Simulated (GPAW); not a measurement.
# MoS2: G0W0 with GPAW, start to end, part 2 of 2

How does a plane-wave GW calculation on MoS2 run from the first input to the gap?

GPAW 26.7.0; PBE and many-body steps on it, plane waves. Known limits of the many-body steps: not at the basis limit; no spin-orbit coupling.

So far. Step 3 (Bands along the symmetry lines): The gap is 1.709 eV, as in the run before at this level. Step 4 (Empty states on the mesh, 12×12×1 mesh, 209 bands): On this mesh the gap is 1.709 eV.

The database entry behind the starting cell differs from later determinations by our own check (about 0.3 % long), so it need not match the best structure at ambient conditions.

## Step 5: Screening and self-energy, 12×12×1 mesh, 92 bands, screening to 48 eV

Now the one-shot GW correction: screening in the RPA, then the self-energy of the levels asked for.

This step: G0W0 on PBE, plane waves, PAW.

Contents of run.py:

```python
import json
import numpy as np
from gpaw.mpi import world
from gpaw.response.g0w0 import G0W0

gw = G0W0('full.gpw',
    filename='gw',
    kpts=[0, 9],
    bands=(11, 15),
    ecut=48,
    nbands=92,
    truncation='2D',
    integrate_gamma='sphere',
    q0_correction=True,
    frequencies={'type': 'nonlinear', 'domega0': 0.15, 'omega2': 15.0},
    eta=0.1,
    nblocksmax=True)
gw.calculate()
res = {mode: {k: v for k, v in r.items() if k != 'sigma_eskwn'}
       for mode, r in gw.all_results.items()}

if world.rank == 0:
    with open('result.json', 'w') as f:
        json.dump(res, f, default=lambda x: x.tolist())
```

The run is started by

```bash
$ mpirun -n 4 gpaw python run.py
```

Numbers of over 12 decimals in the logs are rounded to 6 here.

The log of the run:

```text
Using integrator: PointIntegrator
NonLinearFrequencyDescriptor(from 0.000 to 103.845 eV, 180 points)
Nonperiodic BCs:  [False False  True]
Using integrator: PointIntegrator
NonLinearFrequencyDescriptor(from 0.000 to 103.845 eV, 180 points)
Nonperiodic BCs:  [False False  True]
Applying analytical 2D correction to W:
    Evaluating Gamma point contribution to W on a 15x15x1 grid
  ___  _ _ _
 |   || | | |
 | | || | | |
 |__ ||_____|
 |___|

BZ k-points: Symmetries present (total): 12

  [... matrices ...]
144 k-points: 12 x 12 x 1 Monkhorst-Pack grid + [1/24,1/24,0.000000]
19 k-points in the irreducible part of the Brillouin zone
       k-points in crystal coordinates                weights
   0:    -0.00000000   -0.00000000    0.00000000          1/144
   1:     0.08333333   -0.00000000    0.00000000          6/144
   2:     0.16666667   -0.08333333    0.00000000          6/144
   3:     0.16666667   -0.00000000    0.00000000          6/144
   4:     0.25000000   -0.08333333    0.00000000         12/144
   5:     0.25000000   -0.00000000    0.00000000          6/144
   6:     0.33333333   -0.16666667    0.00000000          6/144
   7:     0.33333333   -0.08333333    0.00000000         12/144
   8:     0.33333333   -0.00000000    0.00000000          6/144
   9:     0.33333333    0.33333333    0.00000000          2/144
          ...
  18:     0.50000000    0.50000000    0.00000000          3/144

Distributing spins, k-points and bands (1 x 2 x 4) over 1 process
Number of blocks: 4

Quasi particle states:
k-points (IBZ indices): [0, 9]
Band range: (11, 15)
  [... matrices ...]
Computational parameters:
Plane wave cut-off: 48 eV
Number of bands: 92
Coulomb cutoff: 2D
Broadening: 0.1 eV

fxc modes: GW
Kernel: RPA
Using full-frequency real axis integration
Summing all q:

Calculating screened Coulomb potential
2D Coulomb truncation
NonLinearFrequencyDescriptor(from 0.000 to 103.845 eV, 180 points)
Removing empty qpoint cache files...

Calculating chi0 body with:
    Ground state adapter containing:
    Number of spins: 1
    Number of kpoints: 144
    Number of irreducible kpoints: 19
    Number of completely occupied states: 13
    Number of partially occupied states: 13
    Occupied states memory: 3.5546875 M / cpu

    Linear response parametrization:
    q_c: [-2.0816681711721685e-17, -2.0816681711721685e-17, 0.0]
    Number of frequency points: 180
    Planewave cutoff: 48.0
    Number of bands: 92
    Number of planewaves: 93
    Broadening (eta): 0.1
    comm.size: 4
    kncomm.size: 1
    blockcomm.size: 4

    Memory estimate of potentially large arrays:
        chi0_wGG: 5.938797 M / cpu
Integrating chi0 body.

Symmetries of q_c:
    Direct symmetries (Uq -> q): 12
    Indirect symmetries (TUq -> q): 12
In total 24 allowed symmetries.

  [... matrices ...]
19 groups of equivalent kpoints. 86.805556% reduction.

Integral kind: spectral function
Integrating chi0 head and wings.

Symmetries of q_c:
    Direct symmetries (Uq -> q): 12
    Indirect symmetries (TUq -> q): 12
In total 24 allowed symmetries.

  [... matrices ...]
19 groups of equivalent kpoints. 86.805556% reduction.

Integral kind: spectral function wings

Calculating chi0 body with:
    Ground state adapter containing:
    Number of spins: 1
    Number of kpoints: 144
    Number of irreducible kpoints: 19
    Number of completely occupied states: 13
    Number of partially occupied states: 13
[... the further q-points ...]

Results:
f:      Occupation numbers
eps:     KS-eigenvalues [eV]
vxc:     KS vxc [eV]
exx:     Exact exchange [eV]
sigma:   Self-energies [eV]
dsigma:  Self-energy derivatives
Z:       Renormalization factors
qp:      QP-energies [eV]

k-point 0 (0): (-0.000, -0.000, 0.000)                GW
band       f     eps     vxc     exx   sigma  dsigma       Z      qp
                                                                   GW
  11   1.000  -1.519 -18.616 -20.189   2.018  -0.366   0.732  -1.193
  12   1.000  -0.106 -17.673 -18.636   1.366  -0.367   0.731   0.189
  13   0.000   2.726 -18.510 -13.743  -3.000  -0.366   0.732   4.019
  14   0.000   2.726 -18.510 -13.743  -3.000  -0.366   0.732   4.019

k-point 1 (9): (0.333, 0.333, 0.000)                GW
band       f     eps     vxc     exx   sigma  dsigma       Z      qp
                                                                   GW
  11   1.000  -2.218 -16.851 -19.865   3.002  -0.439   0.695  -2.226
  12   1.000  -0.075 -18.918 -19.228   0.977  -0.361   0.735   0.416
  13   0.000   1.634 -20.630 -16.291  -2.392  -0.366   0.732   3.060
  14   0.000   2.973 -17.927 -12.746  -3.371  -0.363   0.734   4.302
```

The job ended after 2.4 min (4 MPI ranks of Arm Neoverse V2, shared host; peak memory 2.2 GiB).

This step gave:

| Quantity | Value |
| --- | --- |
| G0W0 gap on the points computed | 2.645 eV |
| least direct G0W0 gap on the computed points | 2.645 eV |
| Z at the valence top | 0.7348 |
| Z at the conduction bottom | 0.7321 |
| starting gap on the mesh | 1.709 eV |
| k of the valence top | 0.3333, 0.3333, 0 |
| k of the conduction bottom | 0.3333, 0.3333, 0 |

The gap on the mesh goes from 1.71 eV to 2.64 eV, a correction of +0.94 eV.

Limits: finite bands, cutoff and mesh; no spin-orbit coupling. v1 is the top filled band, c1 the lowest empty one. The levels before and after the correction (eV, zero at the valence-band top of each column):

|  | conduction bottom | valence top |
| --- | --- | --- |
| Kohn-Sham | 1.71 | 0.00 |
| G0W0 | 2.64 | 0.00 |

|  | level | energy (eV) |
| --- | --- | --- |
| Kohn-Sham | (0.333 0.333 0) v2 | -2.143 |
| Kohn-Sham | (0.333 0.333 0) v1 | 0.000 |
| Kohn-Sham | (0.333 0.333 0) c1 | 1.709 |
| Kohn-Sham | (0.333 0.333 0) c2 | 3.048 |
| G0W0 | (0.333 0.333 0) v2 | -2.642 |
| G0W0 | (0.333 0.333 0) v1 | 0.000 |
| G0W0 | (0.333 0.333 0) c1 | 2.645 |
| G0W0 | (0.333 0.333 0) c2 | 3.886 |

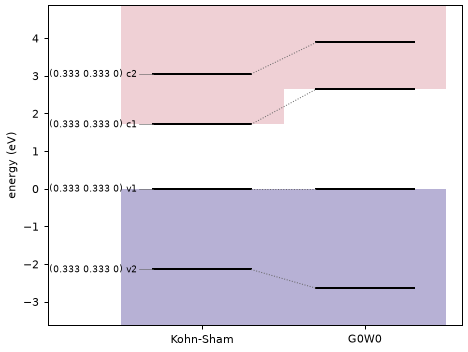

Levels before and after the correction. Shaded: valence and conduction bands.

## Step 6: Where the time went

Times are wall times on 4 MPI ranks of Arm Neoverse V2, shared host, good to a factor of about two.

| step | time | share | memory (GiB) |
| --- | --- | --- | --- |
| ground state | 6.7 s | 3 % | 0.69 |
| bands along the symmetry lines | 7.2 s | 3 % | 0.75 |
| empty states on the mesh | 81 s | 34 % | 3.1 |
| screening and self-energy | 2.4 min | 60 % | 2.2 |

## Step 7: Summary of results

```json
{"PBE gap": "1.71 eV, direct", "G0W0 gap on the mesh": "2.64 eV", "GW settings": "12×12×1 mesh, 92 bands, screening to 48 eV, full frequency, Hilbert transform", "known limits": "not at the basis limit; no spin-orbit coupling"}
```

What this shows: G0W0 moves the gap on the mesh from 1.71 eV to 2.64 eV (+0.94 eV), with Z of 0.73 and 0.73 at the edges. Only 2 of the mesh's irreducible points were corrected, so a valley elsewhere could overtake. The dearest step here is «screening and self-energy». Bands and cutoff are finite, so the gap is not at the basis limit. The miss can reach some tenths of an eV and take either sign; the mesh is an error of its own. These stock PAW sets were not made for GW. In the G0W0 run levels were corrected at 2 k points alone, so a gap called «on the mesh» is the least over those, and an edge elsewhere would be missed. The many-body steps are scalar-relativistic: spin-orbit coupling is not in them.

[Paths, hosts, dates, memory and timing lines, banners, echoed tables and standing remarks are left out of the program output.]

[Logs are printed without paths, hosts, clocks, repeated set-up lines and the standing remarks that a program may print on its own settings, such as how far it seeks lower states.]

[Runs of the session that timed out or met a known fault of the program may be left out.]

[Hosts, paths, dates, database ids (printed as entryN), source tags and the programs' standing remarks are cut or masked in the printed files.]
